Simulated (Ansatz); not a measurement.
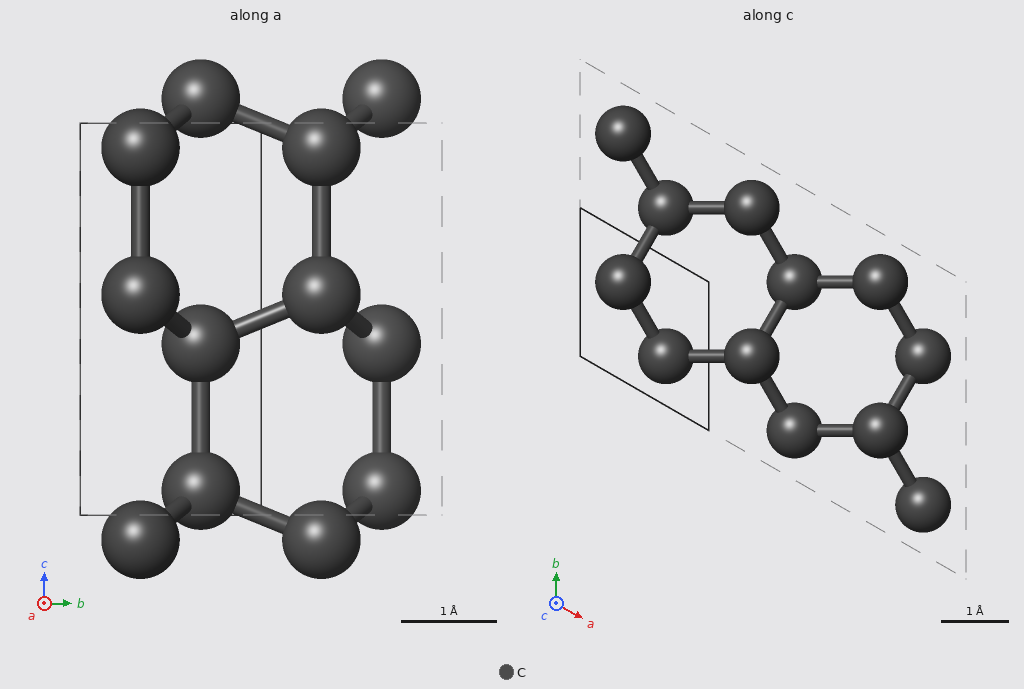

Drawn in the ball-and-stick manner and seen along the a axis and along the c axis. A block of 3×2×1 cells is shown, with one conventional unit cell in solid outline.

C, space group P6_3/mmc (No. 194), a = 2.22 Å, b = 2.22 Å, c = 4.17 Å, α = 90.00°, β = 90.00°, γ = 120.00°.

The calculation used DFT r2SCAN, scalar-relativistic, plane waves, PAW (Ansatz), with wavefunction cutoff 500 eV, a 12×12×6 sampling of the Brillouin zone, Gaussian smearing of 0.05 eV, no spin polarisation.

What is the band gap, if any?

Answer. A semiconductor at this level, with a gap of 2.00 eV on the k-mesh (the true edges may lie between mesh points, so the gap can be somewhat smaller).

What is the pressure at this volume?

Answer. The computed pressure is 176.8 GPa (compressed: it would expand). The stress isn't hydrostatic: its largest component is 259.3 GPa.

Starting structure: an entry, possibly a prediction, of the Crystallography Open Database. The cell was then strained or its atoms displaced on purpose. It was the input of a calculation with Ansatz.

At this level of theory the run's own cell isn't at rest (compressed, at 177 GPa and forces up to 1.5 eV/Å), so its distances can differ from those at equilibrium, the more so the softer the solid.
